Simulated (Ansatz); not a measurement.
## Single-point calculation, with input and output: Sn₅O₄ (part 1 of 2)

The run: single-point calculation of Sn₅O₄ (slab, 18 atoms in the cell). Method and program: DFT r2SCAN, scalar-relativistic, plane waves, PAW, no spin polarisation (Ansatz 0.2.0).

The structure derives from an entry of the Crystallography Open Database. It belongs to a series of runs on one base structure; here: (1 0 1) slab cut from the bulk. Figures and captions count atoms from 1; the log counts them from 0 in places.

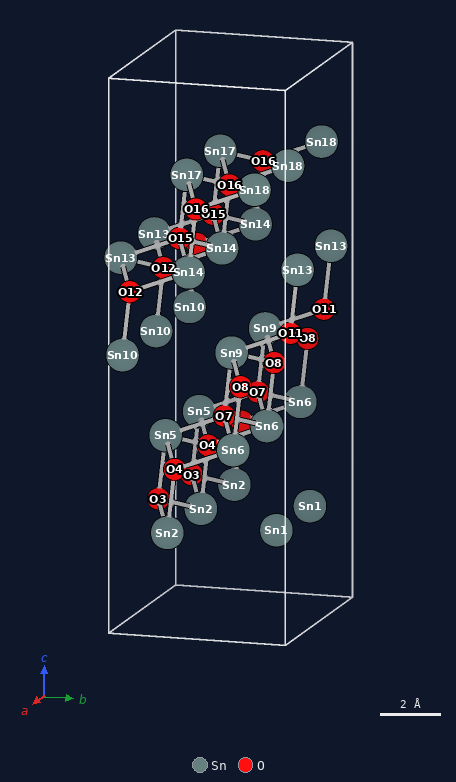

*The input geometry (ball-and-stick view of the 2 × 1 repeat of the cell, with the vacuum cut short, seen slightly off an axis; atoms are numbered from 1 in the order of the input). An atom can appear more than once, as a periodic image.*

### The input
```yaml
crystal:
  lattice:
    - [3.8080256424, 0.0, 0.0]
    - [0.0, 6.2327129531, 0.0]
    - [0.0, 0.0, 27.16422089]
  atoms:
    - { symbol: Sn, position: [0.5, 0.8543110621, 0.2760984764] }
    - { symbol: Sn, position: [0.0, 0.33233356, 0.2799902482] }
    - { symbol: O, position: [0.5, 0.186644622, 0.305788817] }
    - { symbol: O, position: [0.0, 0.3732892441, 0.3612777264] }
    - { symbol: Sn, position: [0.5, 0.2276003062, 0.3870762952] }
    - { symbol: Sn, position: [0.0, 0.7056228041, 0.390968067] }
    - { symbol: O, position: [0.5, 0.5599338661, 0.4167666359] }
    - { symbol: O, position: [0.0, 0.7465784882, 0.4722555453] }
    - { symbol: Sn, position: [0.5, 0.6008895502, 0.4980541141] }
    - { symbol: Sn, position: [0.0, 0.0789120482, 0.5019458859] }
    - { symbol: O, position: [0.5, 0.9332231102, 0.5277444547] }
    - { symbol: O, position: [0.0, 0.1198677323, 0.5832333641] }
    - { symbol: Sn, position: [0.5, 0.9741787943, 0.609031933] }
    - { symbol: Sn, position: [0.0, 0.4522012923, 0.6129237048] }
    - { symbol: O, position: [0.5, 0.3065123543, 0.6387222736] }
    - { symbol: O, position: [0.0, 0.4931569764, 0.694211183] }
    - { symbol: Sn, position: [0.5, 0.3474680384, 0.7200097518] }
    - { symbol: Sn, position: [0.0, 0.8254905363, 0.7239015236] }
basis:
  ecutwfc: 500
kpoints:
  mp_grid: { grid: [9, 6, 1] }
hamiltonian:
  xc: r2scan
scf:
  occupations: { method: gaussian, width: 0.05 }
output:
  forces: true
  stress: true
  eigenvalues: true
  write_density: true
  write_potential: true
  elf: true
  volumetric_format: npy
efield:
  axis: 3
  dipole_correction: true
  ramp_width: 0.04
```

Hardware: 2 threads of Intel Xeon (Granite Rapids), 144 GiB of memory available, shared host.

Launched with:
```bash
ansatz run input.yaml --threads 2 --pin off --max-ram 5120MiB --backend cpu --events-out ev --progress --plain --runs-dir out
```

### The program's output
```
Engine: ansatz 0.2.0, x86_64-unknown-linux-gnu
Pseudopotentials: kind: paw
Pseudopotential: Sn, paw, valence charge 14, recommended cutoff 500 eV (meta_gga), Sn.paw.azcp
Pseudopotential: O, paw, valence charge 6, recommended cutoff 500 eV (meta_gga), O.paw.azcp
Functional definition: r2SCAN
  parameter k0 = 0.174
  parameter k1 = 0.065
  parameter a1 = 4.9479
  exchange = r2scan_x(k0 = k0, k1 = k1, a1 = a1)
  correlation = r2scan_c
Crystal: 18 atoms, lattice volume = 644.725 Å³
Basis set: ecut = 500 eV, 16337 PW (Γ), exchange–correlation on 120×192×800 points (64 copies of the dense FFT grid, shifted against one another)
Bands: 113, of which v1, the nominal top of the filled ones, is band 94 counted from 1 (93 counted from 0)
Symmetry: 2 space group operations
k-points: 20 of 54 (time reversal used)
Non-local potential: Sn, projectors of the file, l = 0: 2, l = 1: 2, l = 2: 2, l = 3: 2
Non-local potential: O, projectors of the file, l = 0: 2, l = 1: 2, l = 2: 1
PAW form: soft (Blöchl's): semilocal exchange-correlation on the pseudo side does not see the compensation charge
PAW frozen core: Sn, regenerated for the run's functional (the file was generated under x = pbe(κ = 0.804, μ = 0.2195149727645171), c = pbe(β = 0.06672455060314922))
PAW frozen core: O, regenerated for the run's functional (the file was generated under x = pbe(κ = 0.804, μ = 0.2195149727645171), c = pbe(β = 0.06672455060314922))
PAW one-centre angular grid: Sn, 590 points (default); XC on 249 of its mesh's 2787 points in the sphere
PAW one-centre angular grid: O, 302 points (default); XC on 160 Gauss nodes
Initial density: superposition of atomic densities (neutral atoms: chi_scale 0, normalization atom), corrected by the library's trained network
Initial wavefunctions: pseudopotential atomic-orbital guess
Functional: x = r2scan, c = r2scan; τ floored in thin density (d = 2e-4 eV/Å³)
SCF iter   1: F=—  HF=-64932.046745 eV  |F-HF|=—  |Δ(HF+E_count)|=         —  Δρ=6.01e-3  dr2=4.21e-1  dr2_τ=4.37e-1  ethr=1.77e-3  p=-0.000 e·Å  D=-1.07e-13 V/Å  ΔV_dip=0.00 eV  dr2_dipole=2.64e-7  V_vac-E_F(+/−)=3.64/3.64 eV  ⟨swp⟩=6.6  Hψ=8867  notcnv=0  defer=62
efield: sawtooth ramp at fractional position 0.9800 (placed from the atoms, in the widest stretch of the axis that holds none; the zero of the levels goes with the place), width 0.0400; the density the first Hamiltonian is built on has a dipole p = -0.000 e·Å; the dipole correction subtracts the counter field D = -1.07e-13 V/Å, which shifts the + side's vacuum level by +0.00 eV against the − side's; the planar-averaged density in the ramp window peaks in size at 2.3e-5 e/Å³
preconditioner: auto → LDOS  [metal: Δε(μ)=0.021 eV  Ē_g=18.747 eV  σ=0.050 eV  W_gap=0.23  n_scr=132 (ndim 8)  ℏωp=20.1 eV  f_vac=0.424  D(μ)=3.62/eV (n_scr^D=8)  β→1.0]
SCF iter   2: F=—  HF=-64932.379375 eV  |F-HF|=—  |Δ(HF+E_count)|=   3.33e-1  Δρ=4.64e-3  dr2=1.34e-1  dr2_τ=1.33e-2  ethr=2.24e-4  p=0.000 e·Å  D=8.63e-6 V/Å  ΔV_dip=-0.00 eV  dr2_dipole=1.24e-7  V_vac-E_F(+/−)=3.82/3.82 eV  ⟨swp⟩=3.9  Hψ=5394  notcnv=0  defer=253
SCF iter   3: F=—  HF=-64932.367320 eV  |F-HF|=—  |Δ(HF+E_count)|=   1.21e-2  Δρ=2.79e-3  dr2=6.22e-2  dr2_τ=4.94e-3  ethr=7.11e-5  p=-0.000 e·Å  D=-3.74e-6 V/Å  ΔV_dip=0.00 eV  dr2_dipole=4.18e-10  V_vac-E_F(+/−)=3.85/3.85 eV  ⟨swp⟩=2.5  Hψ=4225  notcnv=0  defer=253
SCF iter   4: F=—  HF=-64932.358399 eV  |F-HF|=—  |Δ(HF+E_count)|=   8.92e-3  Δρ=7.97e-4  dr2=9.86e-3  dr2_τ=1.93e-4  ethr=3.31e-5  p=0.000 e·Å  D=2.17e-6 V/Å  ΔV_dip=-0.00 eV  dr2_dipole=6.32e-8  V_vac-E_F(+/−)=3.84/3.84 eV  ⟨swp⟩=2.0  Hψ=2797  notcnv=0  defer=253
SCF iter   5: F=—  HF=-64932.356984 eV  |F-HF|=—  |Δ(HF+E_count)|=   1.42e-3  Δρ=2.14e-4  dr2=9.98e-4  dr2_τ=1.60e-5  ethr=5.25e-6  p=-0.000 e·Å  D=-1.65e-6 V/Å  ΔV_dip=0.00 eV  dr2_dipole=2.32e-9  V_vac-E_F(+/−)=3.86/3.86 eV  ⟨swp⟩=2.5  Hψ=3526  notcnv=0  defer=253
SCF iter   6: F=—  HF=-64932.357065 eV  |F-HF|=—  |Δ(HF+E_count)|=   8.09e-5  Δρ=1.41e-4  dr2=2.01e-4  dr2_τ=1.26e-5  ethr=5.31e-7  p=-0.000 e·Å  D=-2.14e-8 V/Å  ΔV_dip=0.00 eV  dr2_dipole=1.78e-8  V_vac-E_F(+/−)=3.86/3.86 eV  ⟨swp⟩=2.0  Hψ=2771  notcnv=0  defer=253
SCF iter   7: F=—  HF=-64932.357054 eV  |F-HF|=—  |Δ(HF+E_count)|=   1.11e-5  Δρ=4.22e-5  dr2=2.47e-5  dr2_τ=1.39e-6  ethr=1.07e-7  p=-0.000 e·Å  D=-9.81e-7 V/Å  ΔV_dip=0.00 eV  dr2_dipole=6.65e-9  V_vac-E_F(+/−)=3.86/3.86 eV  ⟨swp⟩=2.0  Hψ=2827  notcnv=0  defer=253
SCF iter   8: F=—  HF=-64932.356986 eV  |F-HF|=—  |Δ(HF+E_count)|=   6.83e-5  Δρ=1.71e-5  dr2=2.42e-6  dr2_τ=1.60e-7  ethr=1.31e-8  p=0.000 e·Å  D=4.73e-7 V/Å  ΔV_dip=-0.00 eV  dr2_dipole=5.83e-10  V_vac-E_F(+/−)=3.86/3.86 eV  ⟨swp⟩=2.5  Hψ=3702  notcnv=0  defer=253
SCF iter   9: F=—  HF=-64932.356987 eV  |F-HF|=—  |Δ(HF+E_count)|=   1.12e-6  Δρ=9.56e-6  dr2=7.03e-7  dr2_τ=5.10e-8  ethr=1.29e-9  p=0.000 e·Å  D=1.17e-7 V/Å  ΔV_dip=-0.00 eV  dr2_dipole=1.90e-11  V_vac-E_F(+/−)=3.86/3.86 eV  ⟨swp⟩=2.5  Hψ=3547  notcnv=0  defer=253
SCF iter  10: F=—  HF=-64932.356987 eV  |F-HF|=—  |Δ(HF+E_count)|=   1.72e-7  Δρ=5.77e-6  dr2=2.28e-7  dr2_τ=2.70e-8  ethr=3.74e-10  p=0.000 e·Å  D=4.18e-7 V/Å  ΔV_dip=-0.00 eV  dr2_dipole=1.28e-10  V_vac-E_F(+/−)=3.86/3.86 eV  ⟨swp⟩=2.0  Hψ=2878  notcnv=0  defer=253
SCF iter  11: F=-64932.356987 eV  HF=-64932.356987 eV  |F-HF|=2.18e-8  |Δ(HF+E_count)|=   2.97e-8  Δρ=1.33e-6  dr2=1.00e-8  dr2_τ=5.20e-10  ethr=5.32e-11  p=0.000 e·Å  D=2.05e-7 V/Å  ΔV_dip=-0.00 eV  dr2_dipole=1.29e-10  V_vac-E_F(+/−)=3.86/3.86 eV  ⟨swp⟩=21.1  Hψ=19223  notcnv=0
SCF 1 converged in 11 iterations: F = -64932.356987 eV  dr2 = 1.00e-8
  greatest PAW one-centre occupation: 0.994 electrons in one spin orbital (limit 2), on the Sn atom at site 9 (counted from 0), in its partial waves of l = 2
```

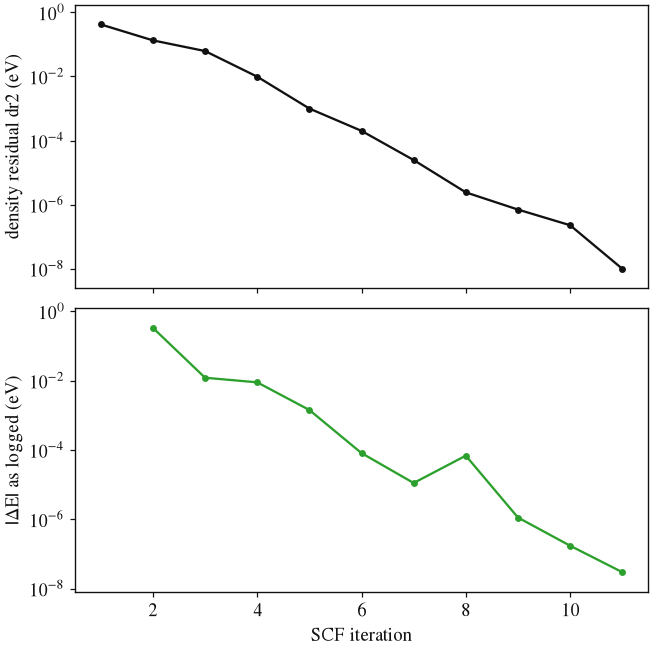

*Convergence of the self-consistent field: density residual dr2 and size of the energy change against the SCF iteration.*

The residual falls at every step.

```
WARN: The output density's exchange-correlation potential varies sharply where the density is thin. Do not read a vacuum level from v_tot or v_xc, or from such a field of the output density. On a cell that repeats whose density bears no net charge and no dipole along the vacuum's axis use v_es (v_loc + v_h of the components); under efield.dipole_correction with no amplitude use v_es + v_field, which holds any external_charges[].barrier, or the levels of the report's work_function block, which leave it out; under a non-zero efield.amplitude the vacuum is tilted and has no level; on a cell that repeats and bears such a dipole with no correction it is tilted too, and efield.dipole_correction with no amplitude gives each side of its ramp a level where efield: is served; in a cell that repeats whose density bears a net charge (total_charge, or a fill off its count) it is curved and has none; of a slab under crystal.periodic whose density bears no net charge use v_es, which has a level on each side, short of where the two are joined; of another it falls or rises all the way out and has none; of a slab beside external_charges read slab_vacuum_level instead, which it has where they leave it neutral. The grid or the basis barely resolves most such structure, and the values can differ between equally converged runs; as a rule a tighter scf.convergence.dr2_threshold does not remove it. Where the density itself ripples (under the LDA too) a higher basis.ecutwfc lessens it. The files hold the spikes' plane waves up to the density's cutoff. Files: v_tot_of_output_density and the like, and their columns of v_z.tsv (output.write_potential); v_xc_of_output_density and the like, and their columns of v_comp_z.tsv (output.write_potential_components). Measured: with its Gaussian average of σ = 0.25 Å subtracted twice, the exchange-correlation potential is over 0.1 eV at 4057 of the grid points where the equally averaged density (valence and model cores) is under 1e-3 e/Å³, and 1.19 eV at the most among them, at an averaged density of 4.0e-8 e/Å³. The input density's (outcome.potential() and, of a run that writes arrays, v_tot and v_xc) is over 0.1 eV, so measured, at 1074 points of its own thin density, 0.366 eV at the most. See output.write_potential in the manual, Limitations
SCF converged after 11 iterations
Free energy (F): -64932.356987 eV
Harris-Foulkes:  -64932.356987 eV  (|F-HF|=2.18e-8)
Internal energy: -64932.353781 eV  (E = F + TS)
E sigma→0 (E₀):  -64932.355384 eV
Entropy (-TS):   -0.003206 eV (-0.178 meV/atom)
Fermi energy:    3.633046 eV
Dipole field:    D = -0.000008 V/Å  (p = -0.000030 e·Å, saw-weighted, corrected)
Work function:   Φ+ = 3.8647 eV   Φ− = 3.8645 eV
Levels:          The Fermi level and band energies are counted from a zero that moves with the ramp; work functions are not
--- Per-component energies (eV) ---
  E_band       = -2322.260135
  E_kinetic    = 3267.360406
  E_local      = -152509.555835  (includes V_loc(G=0)·N_el)
  E_nonlocal   = 52.978137
  E_hartree    = 76278.492815
  E_xc         = -4331.037029
  E_vxc        = -1882.968279  (∫ρ·V_xc dr)
  E_paw        = -42868.824283  (= ΣΔE_a)
  E_vpaw       = -3926.528819  (= ΣTr[D̂ρ^β])
  E_aug_tail   = 0.007960  (compensation charges beyond the density's cutoff)
  E_vtau       = 119.456745  (kinetic-family band-sum trace: ∫τ·v_τ [+ j·A + Jᵃ·Aᵃ] dr)
  E_efield     = 0.000000  (sawtooth field / dipole correction)
  E_vefield    = 0.000000  (∫n·V_field dr)
  E_ewald      = 55171.126377
  E_core_change = 7.097671  (= ΣΔE_core)
  E_smearing   = -0.003206  (= −TS)
  E_closure    = 0.000000  (closes the sum)
  Σ components = -64932.356987   (vs F -64932.356987, Δ=0.00e0)
--- Forces (eV/Å), atoms counted from 1 ---
  atom   1  Sn     0.00000000     0.22595151    -0.09342768
  atom   2  Sn     0.00000000    -0.03689420    -0.09445148
  atom   3  O      0.00000000    -0.27593597     0.51042794
  atom   4  O      0.00000000     0.06829574    -0.18679191
  atom   5  Sn     0.00000000    -0.08851651     0.16191580
  atom   6  Sn     0.00000000     0.07907709    -0.29010746
  atom   7  O      0.00000000     0.01715488    -0.02095648
  atom   8  O      0.00000000     0.00576726    -0.03133790
  atom   9  Sn     0.00000000    -0.07285611     0.05593074
  atom  10  Sn     0.00000000     0.07285639    -0.05593340
  atom  11  O      0.00000000    -0.00576862     0.03133892
  atom  12  O      0.00000000    -0.01715226     0.02095903
  atom  13  Sn     0.00000000    -0.07907918     0.29010837
  atom  14  Sn     0.00000000     0.08851714    -0.16191725
  atom  15  O      0.00000000    -0.06829518     0.18679364
  atom  16  O      0.00000000     0.27593370    -0.51042577
  atom  17  Sn     0.00000000     0.03689402     0.09444971
  atom  18  Sn     0.00000000    -0.22594957     0.09342799
  max |Σ_I F_I| component: 2.80e-6 eV/Å
--- Stress (GPa, compression-positive) ---
       -1.258275       0.000000       0.000000
        0.000000      -0.829371       0.021184
        0.000000       0.021184      -0.211473
  P = ⅓ Tr σ = -0.7664 GPa (-7.664 kbar)
--- Band table (eV; the first three rows and the last of 20) ---
```
